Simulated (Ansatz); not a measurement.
Si$_{16}$O$_{33}$ (cell charge −1, with a compensating background) (cell with a defect), 49 atoms, a = 10.10 Å, b = 10.10 Å, c = 10.10 Å, α = 90.72°, β = 119.58°, γ = 119.58°.

Spin-polarised.

Level of theory: DFT PBE, scalar-relativistic, plane waves, PAW in Ansatz.

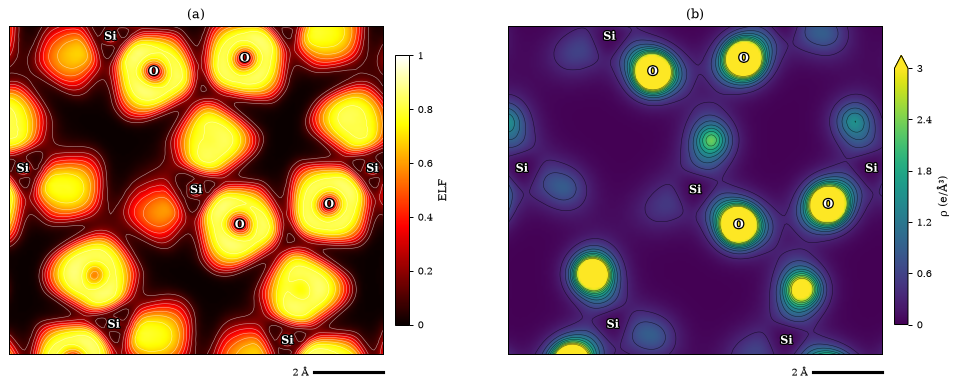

Si$_{16}$O$_{33}$ (cell charge −1, with a compensating background) (cell with a defect). (a) electron localisation function; (b) valence pseudo-density on the (11̄0) plane of the calculation cell.

The density is the valence pseudo-density of a PAW calculation; it isn't the true density close to the nuclei.

### Interpret the plot.

- The section cuts through Si and O sites.
- Atoms just off the plane (Si, 0.7 Å away and O, 0.3 Å away) can leave unmarked features too.
- Si–O (1.62 Å): ρ is about 1.2 e/Å³ halfway; the ELF peaks at about 0.85 between the atoms: a polar covalent bond.
- Si–O (1.62 Å): ρ is about 1.2 e/Å³ halfway; the ELF peaks at about 0.85 between the atoms, as expected for a short, strongly polar bond.
- Between the atoms the lowest density in this plane is 0.004 e/Å³.
- The ELF also peaks beside O, away from the bonds: non-bonding electrons, paired or unpaired.
